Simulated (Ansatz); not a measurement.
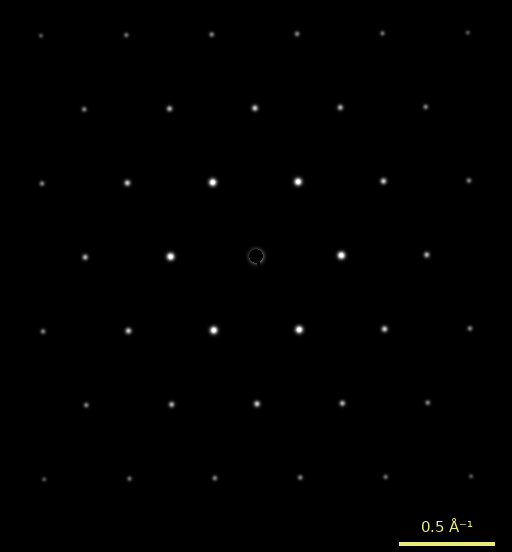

Computed electron diffraction pattern, 300 kV, single scattering only, B = 1 Å².

Phase: Y, space group Pm-3m (No. 221), a = 3.14 Å. Structure: coordinates from a relaxation with DFT, LDA (PW92), plane waves (420 eV) with PAW, scalar-relativistic (Ansatz 0.2.0); the starting structure was generated, so it need not be a known form of this composition.

Determine the zone axis from the geometry of the pattern.

Answer. The spots form a hexagonal net with both shortest vectors at d = 2.22 Å, 60.0° apart. They index as -1 1 0 and -1 0 1, so the zone axis is [111] (or an equivalent direction of <111>).

List the strongest reflections.

Answer. Strongest reflections with d > 0.80 Å, one of each family (|F|² from tabulated Gaussian fits of the electron scattering factors, times a small damping for the curvature of the Ewald sphere):

```csv
hkl,d (Å),I (strongest = 100)
1 0 -1,2.221,100
2 -1 -1,1.282,25
2 0 -2,1.110,15
3 -1 -2,0.839,5
```
